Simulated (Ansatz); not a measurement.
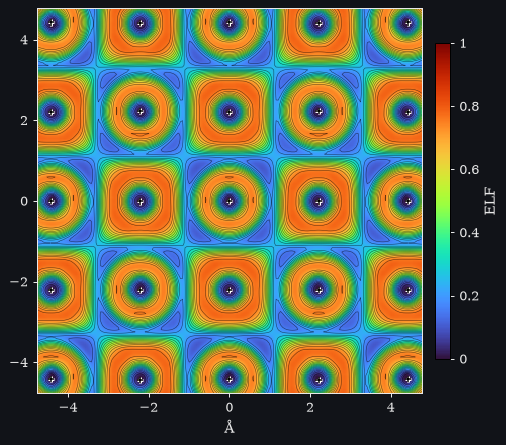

The ELF on a plane through atoms (crosses mark nuclei in the plane).

These are results of DFT r2SCAN, scalar-relativistic, plane waves, PAW (Ansatz), not measurements.

Candidates:
A. Ta4C3, a = 4.42 Å, b = 4.42 Å, c = 4.42 Å, α = 90.00°, β = 90.00°, γ = 90.00°. Space group P4mm; a structure from a database of computed crystals, not necessarily the ambient phase; not relaxed (largest force 0.6 eV/Å).
B. Ge, a = 2.82 Å, b = 3.90 Å, c = 7.26 Å, α = 89.80°, β = 90.00°, γ = 111.22°. Space group Imma; a structure from a database of computed crystals, not necessarily the ambient phase.

Which system is this?

Answer. Candidate A: Ta4C3 on the (010) plane of the conventional cell, which holds Ta and C. Ta–C (2.19 Å): the ELF peaks at about 0.75 in the valence shell of C, 0.7 Å from its nucleus, and is about 0.25 at the midpoint. Ta–C (2.24 Å): the ELF peaks at about 0.75 in the valence shell of C, 0.7 Å from its nucleus, and is about 0.25 at the midpoint.
